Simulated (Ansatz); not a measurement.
# Run report: SiO₂, geometry relaxation (part 1 of 2)

- system: SiO₂ (P4₂/mnm, 6 atoms in the cell)
- method: DFT, r2SCAN, plane waves, PAW, no spin polarisation (Ansatz 0.2.0)

The structure derives from an entry of the Crystallography Open Database. Figures and captions count atoms from 1; the log counts them from 0 in places.

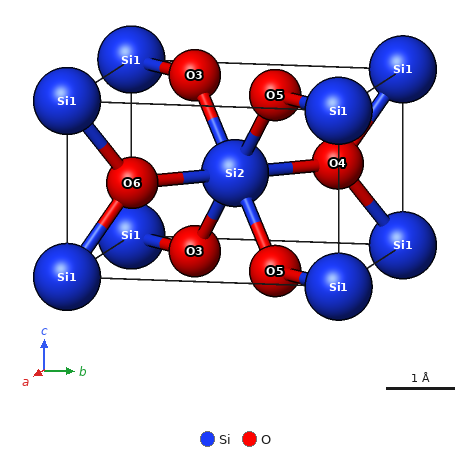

Fig. 1: The input geometry (ball-and-stick view of the cell of the calculation, seen slightly off an axis; atoms are numbered from 1 in the order of the input). Near neighbours in the crystal (not all of them lie inside the picture): Si has 6 O at 1.75 to 1.80 Å; O has 3 Si at 1.75 to 1.80 Å.

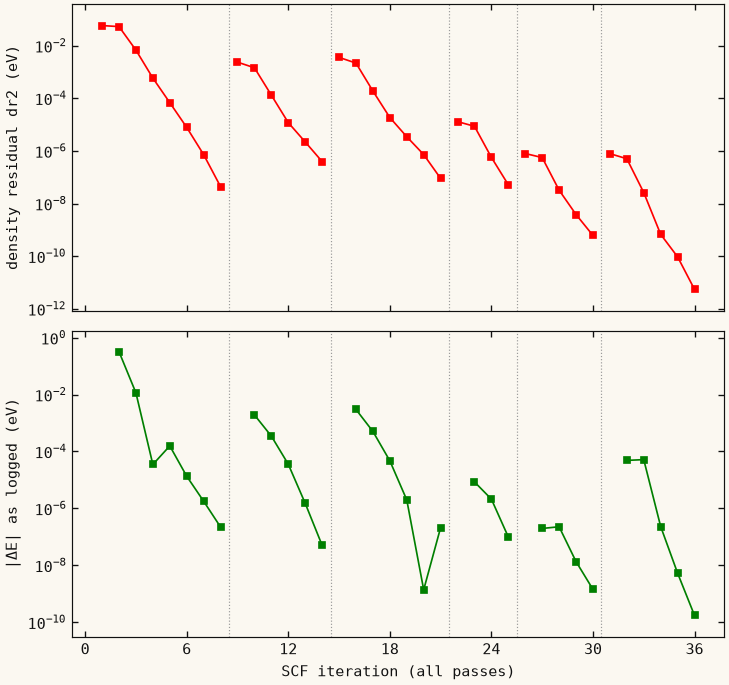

Fig. 2: Convergence of the self-consistent field: density residual dr2 and size of the energy change against the SCF iteration. The dotted lines part the SCF passes of the relaxation: geometry steps, rejected trials and re-solves on a re-selected basis. The 6 passes take 4 to 8 iterations each, 36 in all.

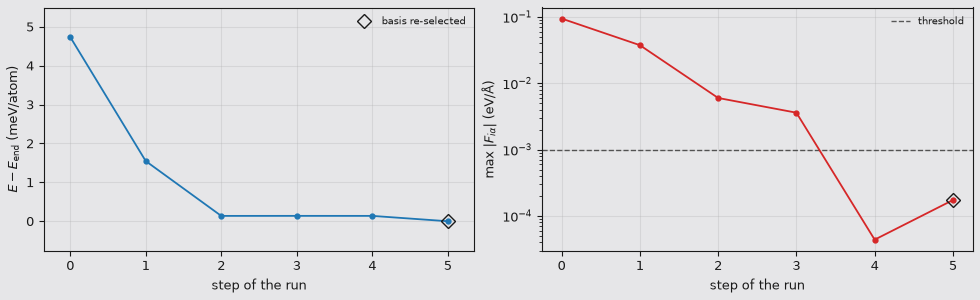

Fig. 3: Progress of the relaxation, step by step (the first geometry is step 0 here and step 1 in the log).

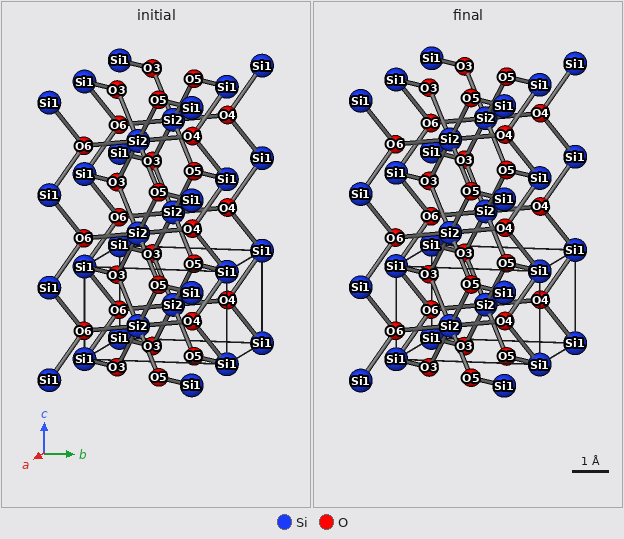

Fig. 4: Before (left) and after (right) the relaxation, at one scale (ball-and-stick view of the cell of the calculation, repeated 2 × 1 × 3, seen slightly off an axis). No atom moves by more than 0.005 Å relative to the cell. Cell: a = b 4.151 → 4.185 Å (+0.8 %), c 2.648 → 2.669 Å (+0.8 %). Volume +2.5 %. Among the contacts that change: Si1–O3 1.796 → 1.812 Å, Si1–O4 1.747 → 1.760 Å. The space group stays P4_2/mnm (No. 136). After 4 geometry steps the energy has fallen by 4.6 meV per atom. The largest force component goes from 0.095 to 0.00017 eV/Å. The pressure goes from 8.43 to −0.03 GPa. A last SCF at the same geometry on a re-selected plane-wave basis shifts the energy by −0.1 meV per atom. (Atoms are counted from 1 in the order of the input.)

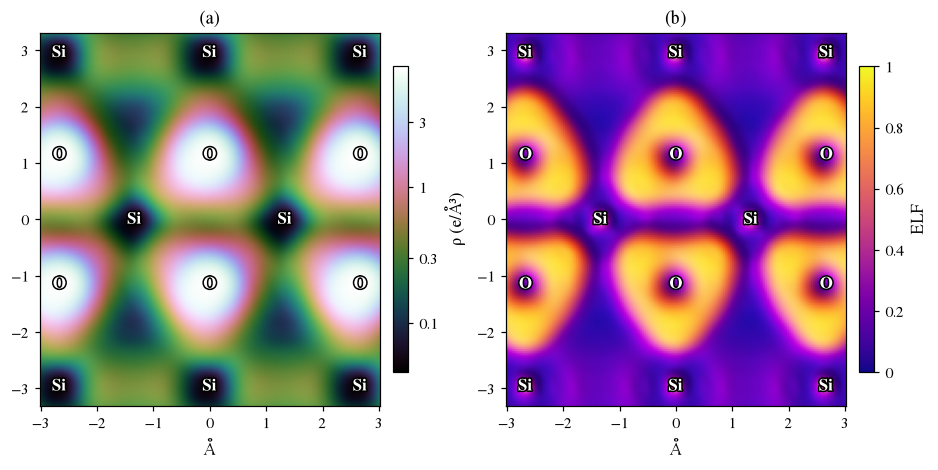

Fig. 5: (a) valence electron density; (b) electron localisation function on the (11̄0) plane of the conventional cell. Atoms in the plane: Si and O. Si–O (1.76 Å): ρ at the midpoint is about 0.97 e/Å³; the ELF peaks at about 0.85 between the atoms (a shared but strongly polarised pair). Si–O (1.81 Å): ρ at the midpoint is about 0.84 e/Å³; the ELF peaks at about 0.90 between the atoms (a polar covalent bond). Away from the nuclei the density in this plane falls to 0.09 e/Å³ at its lowest. The fields are those of the smooth PAW valence density.

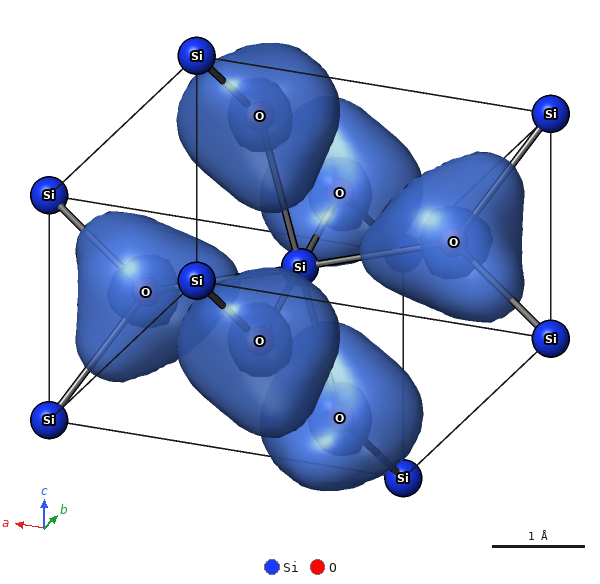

Fig. 6: Isosurface of the electron localisation function at 0.7 (blue), seen at an oblique angle. Core shells and regions of very low density are left out. Sticks mark near contacts. The outline is the cell set on symmetry axes. Profiles from the grid: Si–O (1.76 Å): the ELF peaks at about 0.85 between the atoms (a polar covalent bond).

These pictures come from the run below.

## Input file
```yaml
crystal:
  lattice:
    - [4.15086107, 0.0, 0.0]
    - [0.0, 4.15086107, 0.0]
    - [0.0, 0.0, 2.64833144]
  atoms:
    - { symbol: Si, position: [0.0, 0.0, 0.0] }
    - { symbol: Si, position: [0.5, 0.5, 0.5] }
    - { symbol: O, position: [0.3059, 0.3059, 0.0] }
    - { symbol: O, position: [0.1941, 0.8059, 0.5] }
    - { symbol: O, position: [0.6941, 0.6941, 0.0] }
    - { symbol: O, position: [0.8059, 0.1941, 0.5] }
  symmetry: { tolerance: 0.0003 }
kpoints:
  mp_grid: { grid: [4, 4, 7], shift: [0, 0, 0] }
magnetization:
  spin_polarized: false
scf:
  occupations: { method: fermi_dirac, width: 0.1458 }
  n_extra_bands: 1
  mixing: { algorithm: msr1, beta: 0.2, ndim: 2 }
hamiltonian:
  pseudopotentials: { kind: paw }
  xc: r2scan
basis:
  ecutwfc: 500
output:
  forces: true
  stress: true
  eigenvalues: true
  write_density: true
  write_potential: true
  elf: true
  volumetric_format: npy
relax:
  max_steps: 40
  cell: {}
  f_tol: 0.001
  max_displacement: 0.3
```

Launched with:
```bash
ansatz run input.yaml --threads 1 --pin off --max-ram 2560MiB --backend cpu --events-out ev --progress --plain --runs-dir out
```

## What the program printed
```
scf.n_extra_bands = 1 over 16 filled bands (N_el = 32.0): the run solves 17 bands
Engine: ansatz 0.2.0, aarch64-unknown-linux-gnu
Pseudopotentials: kind: paw
Pseudopotential: Si, paw, valence charge 4, recommended cutoff 500 eV (meta_gga), Si.paw.azcp
Pseudopotential: O, paw, valence charge 6, recommended cutoff 500 eV (meta_gga), O.paw.azcp
Functional definition: r2SCAN
  parameter k0 = 0.174
  parameter k1 = 0.065
  parameter a1 = 4.9479
  exchange = r2scan_x(k0 = k0, k1 = k1, a1 = a1)
  correlation = r2scan_c
Crystal: 6 atoms, lattice volume = 45.630 Å³
Basis set: ecut = 500 eV, 1153 PW (Γ), exchange–correlation on 128×128×80 points (64 copies of the dense FFT grid, shifted against one another)
Bands: 17, of which v1, the nominal top of the filled ones, is band 16 counted from 1 (15 counted from 0)
Symmetry: 16 space group operations
Space group: P42/mnm (ITA 136), of the structure as read, at distance tolerance 1.1e-3 Å
k-points: 24 of 112
Non-local potential: Si, projectors of the file, l = 0: 2, l = 1: 2, l = 2: 2
Non-local potential: O, projectors of the file, l = 0: 2, l = 1: 2, l = 2: 1
PAW form: soft (Blöchl's): semilocal exchange-correlation on the pseudo side does not see the compensation charge
PAW frozen core: Si, regenerated for the run's functional (the file was generated under x = pbe(κ = 0.804, μ = 0.2195149727645171), c = pbe(β = 0.06672455060314922))
PAW frozen core: O, regenerated for the run's functional (the file was generated under x = pbe(κ = 0.804, μ = 0.2195149727645171), c = pbe(β = 0.06672455060314922))
PAW one-centre angular grid: Si, 302 points (default); XC on 160 Gauss nodes
PAW one-centre angular grid: O, 302 points (default); XC on 160 Gauss nodes
Initial density: superposition of atomic densities (neutral atoms: chi_scale 0, normalization atom), corrected by the library's trained network
Initial wavefunctions: pseudopotential atomic-orbital guess
Functional: x = r2scan, c = r2scan; τ floored in thin density (d = 2e-4 eV/Å³)
SCF iter   1: F=—  HF=-3558.998273 eV  |F-HF|=—  |Δ(HF+E_count)|=         —  Δρ=1.20e-2  dr2=5.82e-2  dr2_τ=5.58e-1  ethr=1.77e-3  ⟨swp⟩=6.9  Hψ=2494  notcnv=0
preconditioner: auto → Resta (q_TF=auto, 2.572 Å⁻¹)  ε∞=3.9  [insulator: Δε(μ)=6.893 eV  Ē_g=18.161 eV  σ=0.146 eV  W_gap=1.00  n_scr=10 (ndim 2)  ℏωp=31.1 eV  f_vac=0.000  D(μ)=0.00/eV (n_scr^D=0)  ε∞_Penn≈3.9]
SCF iter   2: F=—  HF=-3559.320172 eV  |F-HF|=—  |Δ(HF+E_count)|=   3.22e-1  Δρ=1.16e-2  dr2=5.32e-2  dr2_τ=1.35e-3  ethr=1.82e-4  ⟨swp⟩=2.0  Hψ=1008  notcnv=0
SCF iter   3: F=—  HF=-3559.308676 eV  |F-HF|=—  |Δ(HF+E_count)|=   1.15e-2  Δρ=5.15e-3  dr2=6.80e-3  dr2_τ=2.44e-3  ethr=1.66e-4  ⟨swp⟩=2.0  Hψ=801  notcnv=0
SCF iter   4: F=—  HF=-3559.308711 eV  |F-HF|=—  |Δ(HF+E_count)|=   3.49e-5  Δρ=1.73e-3  dr2=5.89e-4  dr2_τ=7.64e-5  ethr=2.13e-5  ⟨swp⟩=2.0  Hψ=765  notcnv=0
SCF iter   5: F=—  HF=-3559.308553 eV  |F-HF|=—  |Δ(HF+E_count)|=   1.57e-4  Δρ=5.48e-4  dr2=6.85e-5  dr2_τ=6.37e-6  ethr=1.84e-6  ⟨swp⟩=2.4  Hψ=727  notcnv=0
SCF iter   6: F=—  HF=-3559.308540 eV  |F-HF|=—  |Δ(HF+E_count)|=   1.35e-5  Δρ=1.92e-4  dr2=7.85e-6  dr2_τ=1.24e-6  ethr=2.14e-7  ⟨swp⟩=2.8  Hψ=810  notcnv=0
SCF iter   7: F=—  HF=-3559.308538 eV  |F-HF|=—  |Δ(HF+E_count)|=   1.79e-6  Δρ=5.01e-5  dr2=7.25e-7  dr2_τ=1.85e-7  ethr=2.45e-8  ⟨swp⟩=2.0  Hψ=792  notcnv=0
SCF iter   8: F=-3559.308538 eV  HF=-3559.308538 eV  |F-HF|=8.80e-9  |Δ(HF+E_count)|=   2.21e-7  Δρ=1.21e-5  dr2=4.39e-8  dr2_τ=9.09e-9  ethr=3.13e-10  ⟨swp⟩=7.7  Hψ=3596  notcnv=0
SCF 1 converged in 8 iterations: F = -3559.308538 eV  dr2 = 4.39e-8
  greatest PAW one-centre occupation: 0.870 electrons in one spin orbital (limit 2), on the O atom at site 4 (counted from 0), in its partial waves of l = 0
relax step   1: F+E_penalty+E_count = -3559.30853782 eV  Δ(F+E_penalty+E_count) = +0.000e0 eV  max|allowed force component| = 9.492e-2 eV/Å  Δτ_max = 0.0000 Å  P = +8.435 GPa  Ω = 45.630 Å³  (8 SCF iters, dr2 threshold 1.00e-7 eV, accepted)
Crystal: 6 atoms, lattice volume = 46.115 Å³
Basis set: ecut = 500 eV, 1161 PW (Γ), exchange–correlation on 128×128×80 points (64 copies of the dense FFT grid, shifted against one another)
Initial density: handed on by an earlier stage of this run
Initial wavefunctions: those handed on with the density
iter 1 solved again at ethr=8.86e-6 eV; its pass at ethr=3.10e-3 eV (dr2=2.84e-3 eV) is discarded
SCF iter   1: F=—  HF=-3559.326133 eV  |F-HF|=—  |Δ(HF+E_count)|=         —  Δρ=2.55e-3  dr2=2.37e-3  dr2_τ=3.58e-3  ethr=8.86e-6  ⟨swp⟩=2.5  Hψ=2412  notcnv=0
preconditioner: auto → Resta (q_TF=auto, 2.567 Å⁻¹)  ε∞=4.0  [insulator: Δε(μ)=6.757 eV  Ē_g=17.921 eV  σ=0.146 eV  W_gap=1.00  n_scr=10 (ndim 2)  ℏωp=30.9 eV  f_vac=0.000  D(μ)=0.00/eV (n_scr^D=0)  ε∞_Penn≈4.0]
SCF iter   2: F=—  HF=-3559.328061 eV  |F-HF|=—  |Δ(HF+E_count)|=   1.93e-3  Δρ=1.94e-3  dr2=1.45e-3  dr2_τ=4.42e-5  ethr=7.40e-6  ⟨swp⟩=2.0  Hψ=768  notcnv=0
SCF iter   3: F=—  HF=-3559.327714 eV  |F-HF|=—  |Δ(HF+E_count)|=   3.47e-4  Δρ=6.66e-4  dr2=1.32e-4  dr2_τ=1.08e-5  ethr=4.54e-6  ⟨swp⟩=2.0  Hψ=786  notcnv=0
SCF iter   4: F=—  HF=-3559.327678 eV  |F-HF|=—  |Δ(HF+E_count)|=   3.57e-5  Δρ=1.42e-4  dr2=1.19e-5  dr2_τ=8.33e-7  ethr=4.12e-7  ⟨swp⟩=2.0  Hψ=770  notcnv=0
SCF iter   5: F=—  HF=-3559.327677 eV  |F-HF|=—  |Δ(HF+E_count)|=   1.51e-6  Δρ=6.75e-5  dr2=2.20e-6  dr2_τ=1.42e-7  ethr=3.73e-8  ⟨swp⟩=2.1  Hψ=792  notcnv=0
SCF iter   6: F=-3559.327676 eV  HF=-3559.327677 eV  |F-HF|=2.86e-7  |Δ(HF+E_count)|=   5.03e-8  Δρ=3.58e-5  dr2=3.94e-7  dr2_τ=5.97e-8  ethr=1.87e-9  ⟨swp⟩=11.2  Hψ=3878  notcnv=0
SCF 2 converged in 6 iterations: F = -3559.327676 eV  dr2 = 3.94e-7
  greatest PAW one-centre occupation: 0.869 electrons in one spin orbital (limit 2), on the O atom at site 5 (counted from 0), in its partial waves of l = 0
relax step   2: F+E_penalty+E_count = -3559.32767631 eV  Δ(F+E_penalty+E_count) = -1.914e-2 eV  max|allowed force component| = 3.767e-2 eV/Å  Δτ_max = 0.0000 Å  P = +4.631 GPa  Ω = 46.115 Å³  energy of the carried Pulay correction = -3.974e-4 eV  (6 SCF iters, dr2 threshold 6.00e-7 eV, accepted)
Crystal: 6 atoms, lattice volume = 46.724 Å³
Basis set: ecut = 500 eV, 1177 PW (Γ), exchange–correlation on 128×128×80 points (64 copies of the dense FFT grid, shifted against one another)
iter 1 solved again at ethr=1.34e-5 eV; its pass at ethr=3.10e-3 eV (dr2=4.29e-3 eV) is discarded
SCF iter   1: F=—  HF=-3559.333696 eV  |F-HF|=—  |Δ(HF+E_count)|=         —  Δρ=3.13e-3  dr2=3.60e-3  dr2_τ=5.55e-3  ethr=1.34e-5  ⟨swp⟩=2.3  Hψ=2412  notcnv=0
preconditioner: auto → Resta (q_TF=auto, 2.561 Å⁻¹)  ε∞=4.0  [insulator: Δε(μ)=6.516 eV  Ē_g=17.667 eV  σ=0.146 eV  W_gap=1.00  n_scr=10 (ndim 2)  ℏωp=30.7 eV  f_vac=0.000  D(μ)=0.00/eV (n_scr^D=0)  ε∞_Penn≈4.0]
SCF iter   2: F=—  HF=-3559.336690 eV  |F-HF|=—  |Δ(HF+E_count)|=   2.99e-3  Δρ=2.37e-3  dr2=2.18e-3  dr2_τ=6.73e-5  ethr=1.13e-5  ⟨swp⟩=2.0  Hψ=771  notcnv=0
SCF iter   3: F=—  HF=-3559.336184 eV  |F-HF|=—  |Δ(HF+E_count)|=   5.06e-4  Δρ=7.98e-4  dr2=1.89e-4  dr2_τ=1.56e-5  ethr=6.82e-6  ⟨swp⟩=2.0  Hψ=783  notcnv=0
SCF iter   4: F=—  HF=-3559.336137 eV  |F-HF|=—  |Δ(HF+E_count)|=   4.70e-5  Δρ=1.80e-4  dr2=1.86e-5  dr2_τ=1.23e-6  ethr=5.91e-7  ⟨swp⟩=2.0  Hψ=767  notcnv=0
SCF iter   5: F=—  HF=-3559.336135 eV  |F-HF|=—  |Δ(HF+E_count)|=   1.99e-6  Δρ=8.71e-5  dr2=3.46e-6  dr2_τ=2.45e-7  ethr=5.80e-8  ⟨swp⟩=2.1  Hψ=793  notcnv=0
SCF iter   6: F=—  HF=-3559.336135 eV  |F-HF|=—  |Δ(HF+E_count)|=   1.38e-9  Δρ=4.83e-5  dr2=7.26e-7  dr2_τ=1.10e-7  ethr=1.08e-8  ⟨swp⟩=2.0  Hψ=765  notcnv=0
SCF iter   7: F=-3559.336135 eV  HF=-3559.336135 eV  |F-HF|=3.25e-8  |Δ(HF+E_count)|=   2.12e-7  Δρ=1.59e-5  dr2=9.02e-8  dr2_τ=2.09e-8  ethr=1.87e-9  ⟨swp⟩=11.0  Hψ=3840  notcnv=0
SCF 3 converged in 7 iterations: F = -3559.336135 eV  dr2 = 9.02e-8
  greatest PAW one-centre occupation: 0.868 electrons in one spin orbital (limit 2), on the O atom at site 5 (counted from 0), in its partial waves of l = 0
relax step   3: F+E_penalty+E_count = -3559.33613485 eV  Δ(F+E_penalty+E_count) = -8.459e-3 eV  max|allowed force component| = 6.025e-3 eV/Å  Δτ_max = 0.0009 Å  P = +0.162 GPa  Ω = 46.724 Å³  energy of the carried Pulay correction = -8.909e-4 eV  (7 SCF iters, dr2 threshold 6.00e-7 eV, accepted)
```
